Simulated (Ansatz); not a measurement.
**What a change does: single-point calculation on AlN**

System: AlN (2 atoms in the cell).
Method of run 1: DFT, PBE, plane waves, PAW, no spin polarisation (Ansatz 0.2.0).

The structure was built on a prototype by a generator. The geometry comes from this level: PBE. Text and figures count atoms from 1; the logs count them from 0 in places.

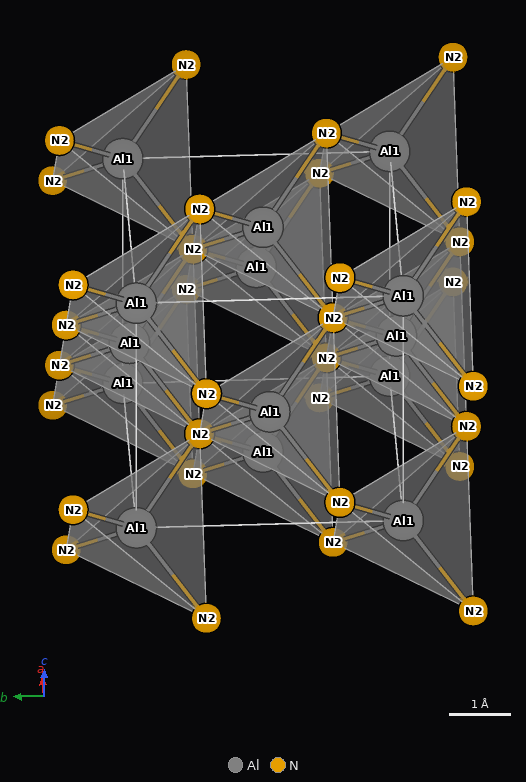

Fig. 1: The structure as given in the input (polyhedral view of the cell 4 times as large as that of the calculation, set on its symmetry axes, seen at an oblique angle; polyhedra are completed across the faces of the cell; atoms are numbered from 1 in the order of the input).

**Input, run 1**
```yaml
crystal:
  lattice:
    - [0.0, 2.2015394246, 2.2015394246]
    - [2.2015394246, 0.0, 2.2015394246]
    - [2.2015394246, 2.2015394246, 0.0]
  atoms:
    - { symbol: Al, position: [0.0, 0.0, 0.0] }
    - { symbol: "N", position: [0.25, 0.25, 0.25] }
kpoints:
  mp_grid: { grid: [8, 8, 8] }
hamiltonian:
  xc: pbe
scf:
  occupations: { method: fixed }
  n_extra_bands: 4
output:
  forces: true
  stress: true
  eigenvalues: true
```

Command:
```bash
ansatz run input.yaml --threads 2 --pin off --max-ram 3686MiB --backend cpu --events-out ev --progress --plain --runs-dir out
```

Hardware: 2 threads of Arm Neoverse V2, 24 GiB of memory available, shared host.

**Output, shortened to warnings, some set-up lines, iterations and results (run 1)**
```
Basis set: ecut = 420 eV, 411 PW (Γ), exchange–correlation on 48×48×48 points (8 copies of the dense FFT grid, shifted against one another)
Symmetry: 24 space group operations
k-points: 29 of 512 (time reversal used)
Initial density: superposition of atomic densities (neutral atoms: chi_scale 0, normalization atom), corrected by the library's trained network
[...]
SCF iter   1: F=—  HF=-924.210749 eV  |F-HF|=—  |Δ(HF+E_count)|=         —  Δρ=6.98e-4  dr2=3.52e-5  ethr=1.77e-3  ⟨swp⟩=4.7  Hψ=1532  notcnv=0  defer=14
SCF iter   2: F=—  HF=-924.210897 eV  |F-HF|=—  |Δ(HF+E_count)|=   1.48e-4  Δρ=3.34e-4  dr2=7.90e-6  ethr=4.40e-7  ⟨swp⟩=2.0  Hψ=639  notcnv=0  defer=56
SCF iter   3: F=—  HF=-924.210932 eV  |F-HF|=—  |Δ(HF+E_count)|=   3.57e-5  Δρ=1.61e-4  dr2=4.00e-6  ethr=9.88e-8  ⟨swp⟩=2.0  Hψ=348  notcnv=0  defer=56
SCF iter   4: F=-924.210933 eV  HF=-924.210933 eV  |F-HF|=8.44e-8  |Δ(HF+E_count)|=   3.25e-7  Δρ=1.70e-5  dr2=1.90e-8  ethr=5.00e-8  ⟨swp⟩=2.6  Hψ=335  notcnv=0  defer=56
SCF iter   5: F=-924.210933 eV  HF=-924.210933 eV  |F-HF|=1.70e-9  |Δ(HF+E_count)|=   8.63e-8  Δρ=3.29e-6  dr2=9.04e-10  ethr=2.38e-10  ⟨swp⟩=2.2  Hψ=335  notcnv=0  defer=56
SCF iter   6: F=-924.210933 eV  HF=-924.210933 eV  |F-HF|=1.41e-11  |Δ(HF+E_count)|=   1.94e-9  Δρ=2.92e-7  dr2=7.00e-12  ethr=1.13e-11  ⟨swp⟩=3.8  Hψ=1212  notcnv=0
SCF 1 converged in 6 iterations: F = -924.210933 eV  dr2 = 7.00e-12
SCF converged after 6 iterations
Free energy (F): -924.210933 eV
Harris-Foulkes:  -924.210933 eV  (|F-HF|=1.41e-11)
Internal energy: -924.210933 eV  (E = F + TS)
E sigma→0 (E₀):  -924.210933 eV
Fermi energy:    6.722524 eV
--- Per-component energies (eV) ---
  E_band       = 13.744646
  E_kinetic    = 158.452706
  E_local      = -224.994257  (includes V_loc(G=0)·N_el)
  E_nonlocal   = 55.302503
  E_hartree    = 77.846650
  E_xc         = -101.544564
  E_vxc        = -107.580894  (∫ρ·V_xc dr)
  E_paw        = -595.034389  (= ΣΔE_a)
  E_vpaw       = -23.128816  (= ΣTr[D̂ρ^β])
  E_aug_tail   = 0.000097  (compensation charges beyond the density's cutoff)
  E_ewald      = -294.239679
  E_smearing   = -0.000000  (= −TS)
  E_closure    = -0.000000  (closes the sum)
  Σ components = -924.210933   (vs F -924.210933, Δ=0.00e0)
--- Forces (eV/Å), atoms counted from 1 ---
  atom   1  Al     0.00000000    -0.00000000     0.00000000
  atom   2  N     -0.00000000     0.00000000    -0.00000000
  max |Σ_I F_I| component: 1.85e-16 eV/Å
--- Stress (GPa, compression-positive) ---
        0.018427       0.000000      -0.000000
        0.000000       0.018427       0.000000
       -0.000000       0.000000       0.018427
  P = ⅓ Tr σ = 0.0184 GPa (0.184 kbar)
```

The input of run 2 differs as follows (lines with − go, lines with + come):
```diff
-    - [0.0, 2.2015394246, 2.2015394246]
-    - [2.2015394246, 0.0, 2.2015394246]
-    - [2.2015394246, 2.2015394246, 0.0]
+    - [0.0, 2.2447178264, 2.2447178264]
+    - [2.2447178264, 0.0, 2.2447178264]
+    - [2.2447178264, 2.2447178264, 0.0]
```

Predict how the results change.

With the same functional and potentials, run 2 lies 21.0 meV per atom higher. The gap on the mesh goes from 3.31 to 3.28 eV. The pressure goes from 0.02 to −10.00 GPa. The volume per atom goes from 10.67 to 11.31 Å³. The cell is scaled evenly with the atoms at fixed fractional positions, so −ΔP/Δ ln V estimates the bulk modulus midway between the two volumes: about 170 GPa. The number of SCF iterations is the same. The plane waves at Γ go from 411 to 459.

**Output, shortened to warnings, some set-up lines, iterations and results (run 2)**
```
Basis set: ecut = 420 eV, 459 PW (Γ), exchange–correlation on 48×48×48 points (8 copies of the dense FFT grid, shifted against one another)
Symmetry: 24 space group operations
k-points: 29 of 512 (time reversal used)
Initial density: superposition of atomic densities (neutral atoms: chi_scale 0, normalization atom), corrected by the library's trained network
[...]
SCF iter   1: F=—  HF=-924.168781 eV  |F-HF|=—  |Δ(HF+E_count)|=         —  Δρ=6.52e-4  dr2=3.99e-5  ethr=1.77e-3  ⟨swp⟩=4.7  Hψ=1548  notcnv=0  defer=7
SCF iter   2: F=—  HF=-924.168960 eV  |F-HF|=—  |Δ(HF+E_count)|=   1.79e-4  Δρ=3.17e-4  dr2=8.11e-6  ethr=4.98e-7  ⟨swp⟩=2.0  Hψ=638  notcnv=0  defer=55
SCF iter   3: F=—  HF=-924.168997 eV  |F-HF|=—  |Δ(HF+E_count)|=   3.69e-5  Δρ=1.10e-4  dr2=2.05e-6  ethr=1.01e-7  ⟨swp⟩=2.0  Hψ=335  notcnv=0  defer=56
SCF iter   4: F=-924.168997 eV  HF=-924.168997 eV  |F-HF|=6.90e-8  |Δ(HF+E_count)|=   1.54e-7  Δρ=1.83e-5  dr2=4.77e-8  ethr=2.56e-8  ⟨swp⟩=2.7  Hψ=343  notcnv=0  defer=56
SCF iter   5: F=-924.168997 eV  HF=-924.168997 eV  |F-HF|=2.48e-9  |Δ(HF+E_count)|=   8.39e-8  Δρ=4.75e-6  dr2=2.03e-9  ethr=5.96e-10  ⟨swp⟩=2.6  Hψ=356  notcnv=0  defer=56
SCF iter   6: F=-924.168997 eV  HF=-924.168997 eV  |F-HF|=3.37e-11  |Δ(HF+E_count)|=   2.80e-9  Δρ=4.56e-7  dr2=1.71e-11  ethr=2.54e-11  ⟨swp⟩=4.0  Hψ=1205  notcnv=0
SCF 1 converged in 6 iterations: F = -924.168997 eV  dr2 = 1.71e-11
SCF converged after 6 iterations
Free energy (F): -924.168997 eV
Harris-Foulkes:  -924.168997 eV  (|F-HF|=3.37e-11)
Internal energy: -924.168997 eV  (E = F + TS)
E sigma→0 (E₀):  -924.168997 eV
Fermi energy:    6.138888 eV
--- Per-component energies (eV) ---
  E_band       = 9.898103
  E_kinetic    = 155.981446
  E_local      = -230.319092  (includes V_loc(G=0)·N_el)
  E_nonlocal   = 54.821271
  E_hartree    = 79.391655
  E_xc         = -100.810666
  E_vxc        = -106.629547  (∫ρ·V_xc dr)
  E_paw        = -594.653893  (= ΣΔE_a)
  E_vpaw       = -22.739372  (= ΣTr[D̂ρ^β])
  E_aug_tail   = 0.000097  (compensation charges beyond the density's cutoff)
  E_ewald      = -288.579815
  E_smearing   = -0.000000  (= −TS)
  E_closure    = 0.000000  (closes the sum)
  Σ components = -924.168997   (vs F -924.168997, Δ=0.00e0)
--- Forces (eV/Å), atoms counted from 1 ---
  atom   1  Al     0.00000000    -0.00000000    -0.00000000
  atom   2  N     -0.00000000     0.00000000     0.00000000
  max |Σ_I F_I| component: 1.20e-16 eV/Å
--- Stress (GPa, compression-positive) ---
      -10.004045      -0.000000       0.000000
       -0.000000     -10.004045       0.000000
        0.000000       0.000000     -10.004045
  P = ⅓ Tr σ = -10.0040 GPa (-100.040 kbar)
```

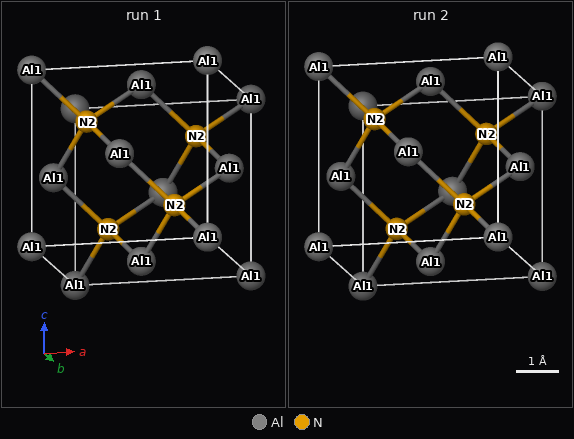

Fig. 2: The two input geometries at one scale (ball-and-stick view of the cell 4 times as large as that of the calculation, set on its symmetry axes, seen at an oblique angle). The atoms keep their places relative to the cell (all moves are under 0.005 Å). Cell: a = b = c 4.403 → 4.489 Å (+2.0 %). Volume +6.0 %. Among the contacts that change: Al1–N2 1.907 → 1.944 Å.

**The two runs side by side**

```csv
quantity,run 1,run 2
outcome,converged,converged
free energy per atom (eV),−462.1055,−462.0845
gap on the mesh (eV),3.31,3.28
pressure (GPa),0.02,−10.00
volume per atom (Å³),10.67,11.31
largest force (eV/Å),0.000,0.000
SCF iterations,6,6
irreducible k-points,29,29
plane waves at Γ,411,459
```

For run 2: The cell is under a tension of 10.0 GPa at this level, so it is not at its equilibrium volume.
